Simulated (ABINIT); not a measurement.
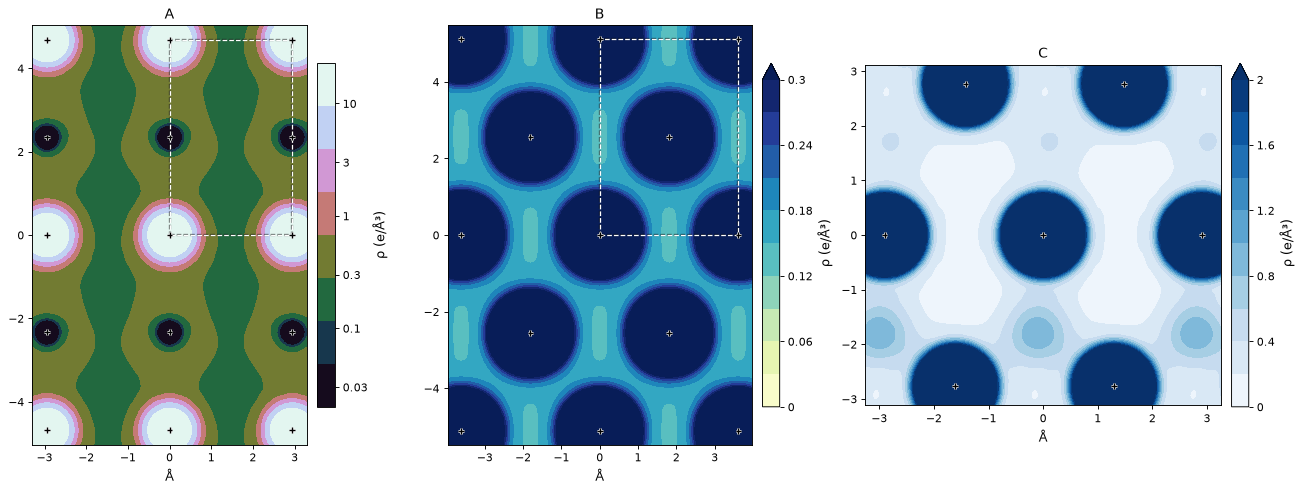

The valence electron density of 3 systems, each on a plane through atoms (crosses mark nuclei in the plane).

Level of theory: ABINIT 10.8.3, Kohn-Sham DFT of a periodic cell, PBE, JTH PAW PBE v2.0.

System 1: SiNi, the (010) plane of the conventional cell. Space group Pmmn; a structure from a database of computed crystals, not necessarily the ambient phase; computed pressure about 7 GPa in this cell; spin-polarised.

```
CELL_PARAMETERS angstrom
2.94277 0.00000 0.00000
0.00000 3.28033 0.00000
0.00000 0.00000 4.67745
ATOMIC_POSITIONS crystal
Ni 0.50000 0.50000 0.34250
Ni 0.00000 0.00000 0.65750
Si 0.50000 0.50000 0.84314
Si 0.00000 0.00000 0.15686
```

System 2: CuO, the (101) plane of the conventional cell. Space group P1; not relaxed (largest force 1.3 eV/Å); computed pressure about 7 GPa in this cell.

```
Cu O
1.0
    -2.34465    1.71340    0.00000
    -2.34465   -1.71340    0.00000
    -0.86055    0.00000    5.05944
Cu O
2 2
Direct
  0.98790 0.51640 0.99524
  0.49486 0.99258 0.49728
  0.43408 0.58828 0.26099
  0.58945 0.42012 0.75814
```

System 3: Zr, the (11̄0) plane of the conventional cell. Space group Im-3m; computed pressure about −3 GPa in this cell.

```
CELL_PARAMETERS angstrom
3.62000 0.00000 0.00000
0.00000 3.62000 0.00000
0.00000 0.00000 3.62000
ATOMIC_POSITIONS crystal
Zr 0.00000 0.00000 0.00000
Zr 0.50000 0.50000 0.50000
```

**Match each panel to its system.**

Panel A is system 1, SiNi: the plane holds Ni and Si. Si–Ni (2.34 Å): ρ is about 0.43 e/Å³ halfway. Panel B is system 3, Zr: the plane holds Zr. Zr–Zr (3.14 Å): ρ at the midpoint is about 0.17 e/Å³. Panel C is system 2, CuO: the plane holds Cu.
